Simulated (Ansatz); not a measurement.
# Geometry relaxation of MgO (part 3 of 3)

The same run, continued: MgO (slab, 32 atoms in the cell); DFT PBE+D3(BJ), scalar-relativistic, plane waves, PAW, no spin polarisation (Ansatz 0.2.0); cutoff 420 eV, 3×3×1 k-mesh, Gaussian smearing of 0.05 eV. The structure derives from an entry of the Crystallography Open Database. The input holds or restrains some coordinates. Forces given for the steps count only the free coordinates. It belongs to a series of runs on one base structure; here: clean slab, lower planes held.

**Output, continued**
```
  k-point 1: bands = ["-72.8553", "-72.8538", "-72.8524", "-72.8510", "-72.6381", "-72.6366", "-72.6352", "-72.6338", "-72.3094", "-72.3079", "-72.3064", "-72.3049", "-72.2644", "-72.2630", "-72.2616", "-72.2602", "-39.6864", "-39.6845", "-39.6825", "-39.6805", "-39.6012", "-39.5965", "-39.5923", "-39.5839", "-39.5698", "-39.5633", "-39.5571", "-39.5543", "-39.4699", "-39.4681", "-39.4660", "-39.4638", "-39.3850", "-39.3802", "-39.3761", "-39.3675", "-39.3534", "-39.3468", "-39.3406", "-39.3378",
      "-39.0992", "-39.0936", "-39.0906", "-39.0812", "-39.0765", "-39.0761", "-39.0761", "-39.0670", "-39.0658", "-39.0576", "-39.0513", "-39.0480", "-39.0404", "-39.0398", "-39.0346", "-39.0318", "-39.0206", "-39.0201", "-39.0199", "-39.0193", "-39.0158", "-39.0114", "-39.0046", "-39.0023", "-16.8857", "-16.4322", "-16.3833", "-16.0679", "-15.9655", "-15.9241", "-15.8582", "-15.8189", "-15.7772", "-15.7075", "-15.6467", "-15.6234", "-15.5225", "-15.4765", "-15.3820", "-15.2348",
      "-4.0600", "-4.0172", "-3.8817", "-3.7914", "-3.6958", "-3.6900", "-3.5862", "-3.5249", "-3.3602", "-3.3452", "-3.1861", "-3.0845", "-2.9359", "-2.8747", "-2.2311", "-2.1491", "-2.1195", "-2.0928", "-1.8282", "-1.6748", "-1.6179", "-1.4668", "-1.3965", "-1.3431", "-1.3122", "-1.2425", "-1.2142", "-1.1792", "-1.1711", "-1.1575", "-1.1191", "-1.1179", "-0.9161", "-0.9153", "-0.7653", "-0.7325", "-0.6670", "-0.6542", "-0.6533", "-0.6421",
      "-0.5510", "-0.5285", "-0.5157", "-0.3719", "-0.3028", "-0.2421", "-0.1939", "-0.0919", "3.8922", "4.3464", "5.1065", "5.5075", "5.5940", "6.2393", "6.5112", "6.7911", "6.9395", "7.2803", "7.5739", "7.6059", "7.6466", "7.7363", "8.0044", "8.0867", "8.1651", "8.4146", "8.5386", "8.5784", "9.2494", "9.2998", "9.3136", "9.4589", "9.6108", "9.6902", "9.6995", "9.7773", "9.8317", "9.9200", "10.0858", "10.1630"]
  k-point 2: bands = ["-72.8545", "-72.8531", "-72.8531", "-72.8517", "-72.6374", "-72.6359", "-72.6359", "-72.6345", "-72.3087", "-72.3072", "-72.3072", "-72.3057", "-72.2637", "-72.2623", "-72.2623", "-72.2609", "-39.6854", "-39.6835", "-39.6835", "-39.6815", "-39.5902", "-39.5902", "-39.5868", "-39.5852", "-39.5690", "-39.5673", "-39.5649", "-39.5649", "-39.4689", "-39.4670", "-39.4670", "-39.4648", "-39.3740", "-39.3740", "-39.3705", "-39.3688", "-39.3526", "-39.3509", "-39.3484", "-39.3484",
      "-39.0880", "-39.0880", "-39.0843", "-39.0815", "-39.0754", "-39.0739", "-39.0739", "-39.0685", "-39.0648", "-39.0624", "-39.0595", "-39.0595", "-39.0335", "-39.0335", "-39.0324", "-39.0321", "-39.0203", "-39.0195", "-39.0193", "-39.0193", "-39.0146", "-39.0145", "-39.0125", "-39.0125", "-16.7177", "-16.3112", "-16.3112", "-16.2526", "-16.0300", "-15.9795", "-15.9795", "-15.8093", "-15.7748", "-15.6468", "-15.6468", "-15.5842", "-15.5315", "-15.4539", "-15.4539", "-15.3101",
      "-3.6537", "-3.6537", "-3.5958", "-3.5958", "-3.4492", "-3.4360", "-3.3107", "-3.2843", "-3.0134", "-3.0134", "-2.9554", "-2.8970", "-2.8733", "-2.8733", "-2.6571", "-2.2344", "-2.0716", "-2.0716", "-2.0574", "-2.0421", "-1.8555", "-1.7514", "-1.7148", "-1.7148", "-1.5231", "-1.5058", "-1.3717", "-1.3717", "-1.3527", "-1.2799", "-1.0620", "-1.0216", "-1.0152", "-1.0152", "-0.8850", "-0.8850", "-0.8838", "-0.7623", "-0.7623", "-0.6729",
      "-0.6248", "-0.6248", "-0.5091", "-0.5046", "-0.4294", "-0.4089", "-0.4089", "-0.2280", "4.3642", "4.8400", "5.5377", "5.5377", "6.0156", "6.0372", "6.0372", "6.6313", "6.7539", "7.1312", "7.1538", "7.4086", "7.4086", "8.0286", "8.1070", "8.1070", "8.4441", "8.4441", "8.5306", "8.7444", "9.0448", "9.0448", "9.1228", "9.1228", "9.3845", "9.6690", "9.7305", "10.1065", "10.1065", "10.1741", "10.2424", "10.2726"]
--- Relaxed structure (4 steps of the walk, 4 accepted, 0 SCFs on fresh bases) ---
  F+E_penalty+E_count = -39909.42066270 eV   max|allowed force component| = 8.814e-3 eV/Å
  atoms:
    - { symbol: Mg, position: [0.25, 0.25, 0.35855817130000006] }
    - { symbol: Mg, position: [0.25, 0.75, 0.35855817130000006] }
    - { symbol: Mg, position: [0.75, 0.25, 0.35855817130000006] }
    - { symbol: Mg, position: [0.75, 0.75, 0.35855817130000006] }
    - { symbol: O, position: [0.5, 0.5, 0.35855817130000006] }
    - { symbol: O, position: [0.5, 0.0, 0.35855817130000006] }
    - { symbol: O, position: [0.0, 0.5, 0.35855817130000006] }
    - { symbol: O, position: [0.0, 0.0, 0.35855817130000006] }
    - { symbol: Mg, position: [0.5, 0.5, 0.45285272380000013] }
    - { symbol: Mg, position: [0.5, 0.0, 0.45285272380000013] }
    - { symbol: Mg, position: [0.0, 0.5, 0.45285272380000013] }
    - { symbol: Mg, position: [0.0, 0.0, 0.45285272380000013] }
    - { symbol: O, position: [0.75, 0.75, 0.45285272380000013] }
    - { symbol: O, position: [0.75, 0.25, 0.45285272380000013] }
    - { symbol: O, position: [0.25, 0.75, 0.45285272380000013] }
    - { symbol: O, position: [0.25, 0.25, 0.45285272380000013] }
    - { symbol: Mg, position: [0.75, 0.75, 0.5475441420028911] }
    - { symbol: Mg, position: [0.75, 0.25, 0.5475441420028911] }
    - { symbol: Mg, position: [0.25, 0.75, 0.5475441420028911] }
    - { symbol: Mg, position: [0.25, 0.25, 0.5475441420028911] }
    - { symbol: O, position: [9.82597192561641e-20, -1.2326596392709314e-35, 0.5472821597033853] }
    - { symbol: O, position: [9.825971925616407e-20, 0.5, 0.5472821597033853] }
    - { symbol: O, position: [0.5, -1.2042136475954482e-35, 0.5472821597033853] }
    - { symbol: O, position: [0.5, 0.5, 0.5472821597033853] }
    - { symbol: Mg, position: [-1.506798079688038e-19, -9.987703743836263e-36, 0.641234986867537] }
    - { symbol: Mg, position: [-1.506798079688038e-19, 0.5, 0.641234986867537] }
    - { symbol: Mg, position: [0.5, 3.811762884514726e-35, 0.641234986867537] }
    - { symbol: Mg, position: [0.5, 0.5, 0.641234986867537] }
    - { symbol: O, position: [0.25, 0.25, 0.6434909425020975] }
    - { symbol: O, position: [0.25, 0.75, 0.6434909425020975] }
    - { symbol: O, position: [0.75, 0.25, 0.6434909425020975] }
    - { symbol: O, position: [0.75, 0.75, 0.6434909425020975] }
```

**Trajectory as extended XYZ (Å, eV, eV/Å), 3 of the 4 frames kept, from step=1 to step=4**
```
32
Lattice="5.9506 0.0000 0.0000 0.0000 5.9506 0.0000 0.0000 0.0000 22.3116" Properties=species:S:1:pos:R:3:forces:R:3 step=1 energy=-39909.36871
Mg    1.4877    1.4877    8.0000    0.0000   0.0000   0.4086
Mg    1.4877    4.4630    8.0000    0.0000   0.0000   0.4086
Mg    4.4630    1.4877    8.0000    0.0000   0.0000   0.4086
Mg    4.4630    4.4630    8.0000    0.0000   0.0000   0.4086
O     2.9753    2.9753    8.0000    0.0000   0.0000  -0.5342
O     2.9753    0.0000    8.0000    0.0000   0.0000  -0.5342
O     0.0000    2.9753    8.0000    0.0000   0.0000  -0.5342
O     0.0000    0.0000    8.0000    0.0000   0.0000  -0.5342
Mg    2.9753    2.9753   10.1039    0.0000   0.0000   0.0584
Mg    2.9753    0.0000   10.1039    0.0000   0.0000   0.0584
Mg    0.0000    2.9753   10.1039    0.0000   0.0000   0.0584
Mg    0.0000    0.0000   10.1039    0.0000   0.0000   0.0584
O     4.4630    4.4630   10.1039    0.0000   0.0000   0.0133
O     4.4630    1.4877   10.1039    0.0000   0.0000   0.0133
O     1.4877    4.4630   10.1039    0.0000   0.0000   0.0133
O     1.4877    1.4877   10.1039    0.0000   0.0000   0.0133
Mg    4.4630    4.4630   12.2077    0.0000   0.0000  -0.0584
Mg    4.4630    1.4877   12.2077    0.0000   0.0000  -0.0584
Mg    1.4877    4.4630   12.2077    0.0000   0.0000  -0.0584
Mg    1.4877    1.4877   12.2077    0.0000   0.0000  -0.0584
O     0.0000    0.0000   12.2077    0.0000   0.0000  -0.0132
O     0.0000    2.9753   12.2077    0.0000   0.0000  -0.0132
O     2.9753    0.0000   12.2077    0.0000   0.0000  -0.0132
O     2.9753    2.9753   12.2077    0.0000   0.0000  -0.0132
Mg    0.0000    0.0000   14.3116    0.0000   0.0000  -0.4087
Mg    0.0000    2.9753   14.3116    0.0000   0.0000  -0.4087
Mg    2.9753    0.0000   14.3116    0.0000   0.0000  -0.4087
Mg    2.9753    2.9753   14.3116    0.0000   0.0000  -0.4087
O     1.4877    1.4877   14.3116    0.0000   0.0000   0.5342
O     1.4877    4.4630   14.3116    0.0000   0.0000   0.5342
O     4.4630    1.4877   14.3116    0.0000   0.0000   0.5342
O     4.4630    4.4630   14.3116    0.0000   0.0000   0.5342
32
Lattice="5.9506 0.0000 0.0000 0.0000 5.9506 0.0000 0.0000 0.0000 22.3116" Properties=species:S:1:pos:R:3:forces:R:3 step=3 energy=-39909.42005
Mg    1.4877    1.4877    8.0000    0.0000   0.0000   0.4083
Mg    1.4877    4.4630    8.0000    0.0000   0.0000   0.4083
Mg    4.4630    1.4877    8.0000    0.0000   0.0000   0.4083
Mg    4.4630    4.4630    8.0000    0.0000   0.0000   0.4083
O     2.9753    2.9753    8.0000    0.0000   0.0000  -0.5344
O     2.9753    0.0000    8.0000    0.0000   0.0000  -0.5344
O     0.0000    2.9753    8.0000    0.0000   0.0000  -0.5344
O     0.0000    0.0000    8.0000    0.0000   0.0000  -0.5344
Mg    2.9753    2.9753   10.1039    0.0000   0.0000   0.0552
Mg    2.9753    0.0000   10.1039    0.0000   0.0000   0.0552
Mg    0.0000    2.9753   10.1039    0.0000   0.0000   0.0552
Mg    0.0000    0.0000   10.1039    0.0000   0.0000   0.0552
O     4.4630    4.4630   10.1039    0.0000   0.0000   0.0499
O     4.4630    1.4877   10.1039    0.0000   0.0000   0.0499
O     1.4877    4.4630   10.1039    0.0000   0.0000   0.0499
O     1.4877    1.4877   10.1039    0.0000   0.0000   0.0499
Mg    4.4630    4.4630   12.2161    0.0000   0.0000  -0.0315
Mg    4.4630    1.4877   12.2161    0.0000   0.0000  -0.0315
Mg    1.4877    4.4630   12.2161    0.0000   0.0000  -0.0315
Mg    1.4877    1.4877   12.2161    0.0000   0.0000  -0.0315
O     0.0000    0.0000   12.2080    0.0000   0.0000   0.0095
O     0.0000    2.9753   12.2080    0.0000   0.0000   0.0095
O     2.9753    0.0000   12.2080    0.0000   0.0000   0.0095
O     2.9753    2.9753   12.2080    0.0000   0.0000   0.0095
Mg    0.0000    0.0000   14.3007    0.0000   0.0000   0.0213
Mg    0.0000    2.9753   14.3007    0.0000   0.0000   0.0213
Mg    2.9753    0.0000   14.3007    0.0000   0.0000   0.0213
Mg    2.9753    2.9753   14.3007    0.0000   0.0000   0.0213
O     1.4877    1.4877   14.3518    0.0000   0.0000   0.0214
O     1.4877    4.4630   14.3518    0.0000   0.0000   0.0214
O     4.4630    1.4877   14.3518    0.0000   0.0000   0.0214
O     4.4630    4.4630   14.3518    0.0000   0.0000   0.0214
32
Lattice="5.9506 0.0000 0.0000 0.0000 5.9506 0.0000 0.0000 0.0000 22.3116" Properties=species:S:1:pos:R:3:forces:R:3 step=4 energy=-39909.42066
Mg    1.4877    1.4877    8.0000    0.0000   0.0000   0.4081
Mg    1.4877    4.4630    8.0000    0.0000   0.0000   0.4081
Mg    4.4630    1.4877    8.0000    0.0000   0.0000   0.4081
Mg    4.4630    4.4630    8.0000    0.0000   0.0000   0.4081
O     2.9753    2.9753    8.0000    0.0000   0.0000  -0.5343
O     2.9753    0.0000    8.0000    0.0000   0.0000  -0.5343
O     0.0000    2.9753    8.0000    0.0000   0.0000  -0.5343
O     0.0000    0.0000    8.0000    0.0000   0.0000  -0.5343
Mg    2.9753    2.9753   10.1039    0.0000   0.0000   0.0665
Mg    2.9753    0.0000   10.1039    0.0000   0.0000   0.0665
Mg    0.0000    2.9753   10.1039    0.0000   0.0000   0.0665
Mg    0.0000    0.0000   10.1039    0.0000   0.0000   0.0665
O     4.4630    4.4630   10.1039    0.0000   0.0000   0.0519
O     4.4630    1.4877   10.1039    0.0000   0.0000   0.0519
O     1.4877    4.4630   10.1039    0.0000   0.0000   0.0519
O     1.4877    1.4877   10.1039    0.0000   0.0000   0.0519
Mg    4.4630    4.4630   12.2166    0.0000   0.0000   0.0035
Mg    4.4630    1.4877   12.2166    0.0000   0.0000   0.0035
Mg    1.4877    4.4630   12.2166    0.0000   0.0000   0.0035
Mg    1.4877    1.4877   12.2166    0.0000   0.0000   0.0035
O     0.0000    0.0000   12.2107    0.0000   0.0000  -0.0063
O     0.0000    2.9753   12.2107    0.0000   0.0000  -0.0063
O     2.9753    0.0000   12.2107    0.0000   0.0000  -0.0063
O     2.9753    2.9753   12.2107    0.0000   0.0000  -0.0063
Mg    0.0000    0.0000   14.3070    0.0000   0.0000   0.0018
Mg    0.0000    2.9753   14.3070    0.0000   0.0000   0.0018
Mg    2.9753    0.0000   14.3070    0.0000   0.0000   0.0018
Mg    2.9753    2.9753   14.3070    0.0000   0.0000   0.0018
O     1.4877    1.4877   14.3573    0.0000   0.0000   0.0088
O     1.4877    4.4630   14.3573    0.0000   0.0000   0.0088
O     4.4630    1.4877   14.3573    0.0000   0.0000   0.0088
O     4.4630    4.4630   14.3573    0.0000   0.0000   0.0088
```

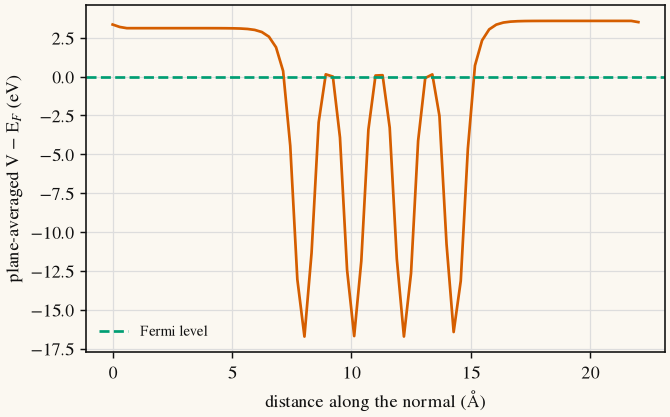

**Figure 1.** Plane average of the electrostatic potential energy of an electron across the cell, from the Fermi level. The vacuum level lies 3.59 eV above the Fermi level on the upper side and 3.12 eV on the lower.

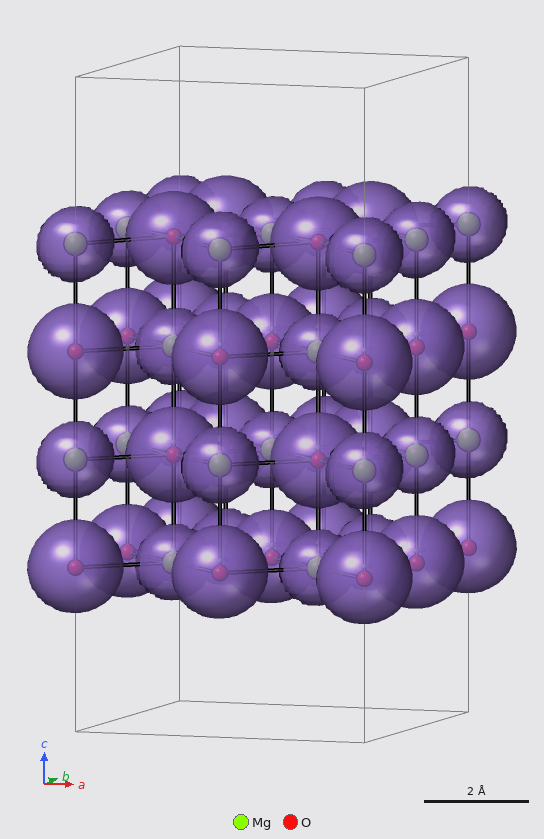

**Figure 2.** Isosurface of the valence pseudo-density at 0.5 e/Å³ (purple), seen slightly off an axis. Sticks mark near contacts. At this value the density breaks into separate islands; it holds about 85 % of the electrons treated as valence (semicore included). It is pinched off along the Mg–O (2.10 Å) and Mg–O (2.14 Å) contacts. On the grid the lowest density along these lines, outside the cores, is 0.29 e/Å³ (Mg–O, 2.10 Å) and 0.28 e/Å³ (Mg–O, 2.14 Å). Core electrons are frozen (PAW), so the fields are smoothed inside the atomic spheres.

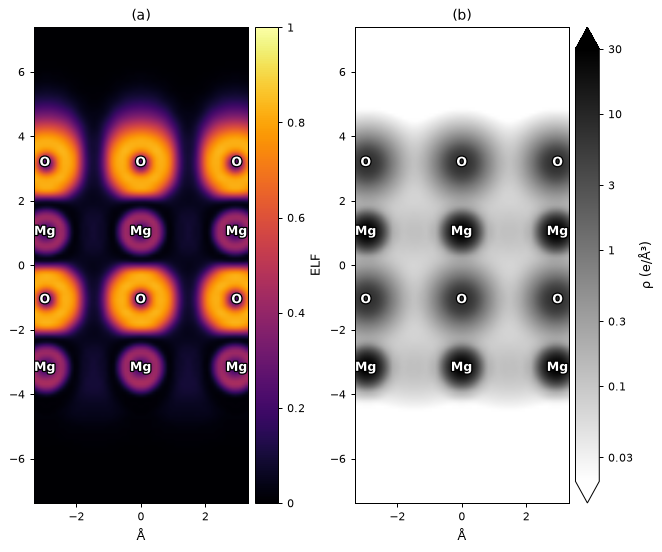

**Figure 3.** (a) ELF; (b) valence charge density (pseudo) on the (100) plane of the calculation cell, a cut from vacuum to vacuum. Mg–O (2.10 Å): the density is about 0.34 e/Å³ at the midpoint; the ELF is about 0.35 at the midpoint. Mg–O (2.14 Å): the density is about 0.33 e/Å³ at the midpoint; the ELF is about 0.35 at the midpoint. The density dies away to nearly zero in the vacuum.

**Summary**

- outcome: converged under the restraints of the input
- electrons treated: 256
- free energy: −39909.4207 eV
- work function, top face: 3.59 eV
- work function, bottom face: 3.12 eV
- Fermi energy: 1.639 eV
- gap on the k-point mesh: 3.37 eV
- final volume: 790.05 Å³
- work function (upper face): 3.59 eV
- largest force (length of the vector) at the end, held atoms and coordinates included: 0.534 eV/Å
- hardware: 4 threads of Intel Xeon @ 2.50GHz (Skylake/Cascade Lake), 189 GiB of memory available, shared host
- wall time: 3.1 min (CPU time 5.7 min)
- peak memory: 1.7 GiB

The program warns: the exchange-correlation potential is rough where the density is thin.
